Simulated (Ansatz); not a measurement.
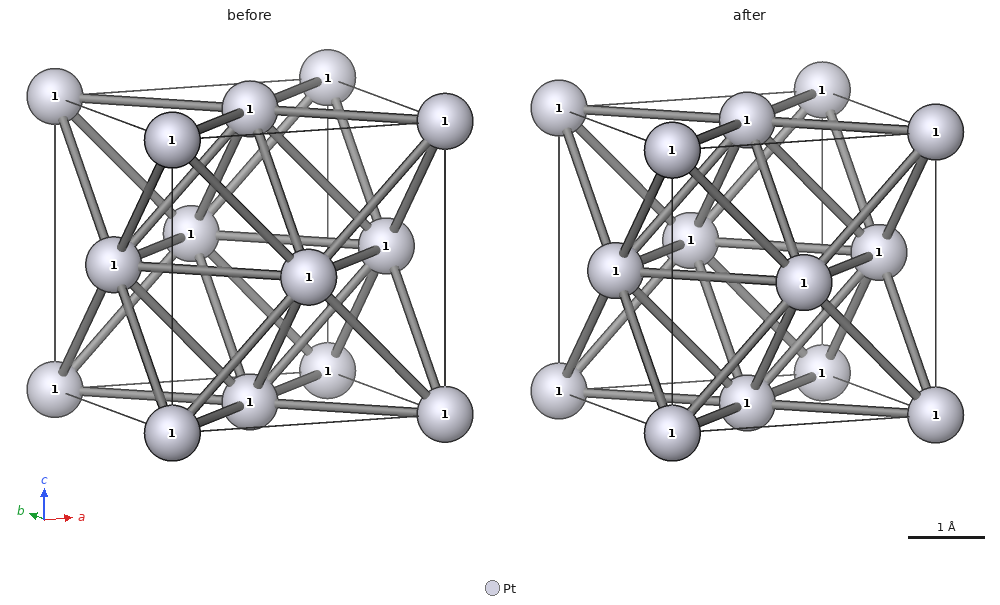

Left: a crystal of Pt (set up in Fm-3m). Right: the same structure after one change, at the same scale. The picture is a ball-and-stick view of the conventional cell (4 times the calculation's cell), seen slightly off an axis. Lengths and directions refer to the drawn axes.

Method: DFT PBEsol, scalar-relativistic, plane waves, PAW (Ansatz 0.2.0). Settings: plane-wave cutoff 420 eV; k-point mesh 18 × 18 × 18; occupations gaussian; smearing width 0.1 eV; no spin polarisation.

The crystal is put under a hydrostatic pressure of 40 GPa. Cell and atoms are relaxed at that pressure.

Question: And its effect?

Answer: The drawn cell changes as follows: a = b = c 3.918 → 3.783 Å (−3.4 %); the volume changes by −10.0 %. No atom moves by more than 0.005 Å relative to the cell. Some distances before and after: Pt–Pt 2.770 → 2.675 Å. The space group stays Fm-3m (No. 225). The energy rises by 167 meV per atom. Pressure: 0.0 GPa before, 40.0 GPa after. Both are metals.
